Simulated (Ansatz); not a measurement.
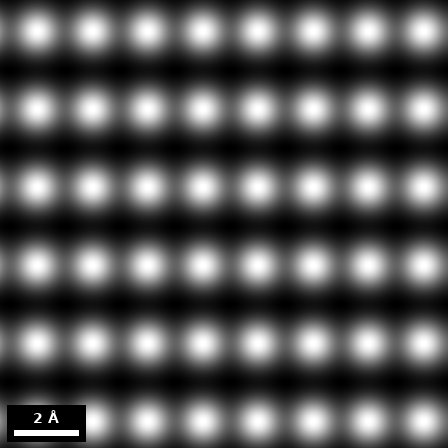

An image along [110] of one of the structures below (computed or model cells, partly hypothetical, each in its standard cell). Simulated as the projected potential of neutral atoms (B = 0.5 Å²) blurred by a 0.85 Å probe, the thin-sample limit of integrated differential phase contrast. The display is stretched by a gamma of 0.8; percentages refer to the linear signal.

A. Cu
Space group Fd-3m:1 (No. 227). a = 5.231 Å, b = 5.231 Å, c = 5.231 Å, α = 90.00°, β = 90.00°, γ = 90.00°
```tsv
atom	site	symmetry	x	y	z
Cu	8b	-43m	0.2500	0.2500	0.7500
```

B. Al
Space group P6_3/mmc (No. 194). a = 2.859 Å, b = 2.859 Å, c = 9.489 Å, α = 90.00°, β = 90.00°, γ = 120.00°
| atom | site | symmetry | x | y | z |
| --- | --- | --- | --- | --- | --- |
| Al | 2a | -3m. | 0.0000 | 0.0000 | 0.0000 |
| Al | 2c | -6m2 | 0.3333 | 0.6667 | 0.2500 |

C. Cu
Space group Pm-3m (No. 221). a = 2.439 Å, b = 2.439 Å, c = 2.439 Å, α = 90.00°, β = 90.00°, γ = 90.00°
```
atom  site  symmetry       x       y       z
  Cu    1a      m-3m  0.0000  0.0000  0.0000
```

D. Cu
Space group P6_3/mmc (No. 194). a = 2.588 Å, b = 2.588 Å, c = 4.238 Å, α = 90.00°, β = 90.00°, γ = 120.00°
```tsv
atom	site	symmetry	x	y	z
Cu	2c	-6m2	0.3333	0.6667	0.2500
```

**Which of them gives this image?**

C, Cu. Along [110] the projected cells are A 3.20 × 3.20 Å, 109°; B 2.48 × 9.49 Å, 90°; C 1.72 × 2.44 Å, 90°; D 2.24 × 4.24 Å, 90°. The image repeats as C does.

Structure C: the input geometry of an electronic-structure calculation (not necessarily at equilibrium); the starting structure was generated, so it need not be a known form of this composition.
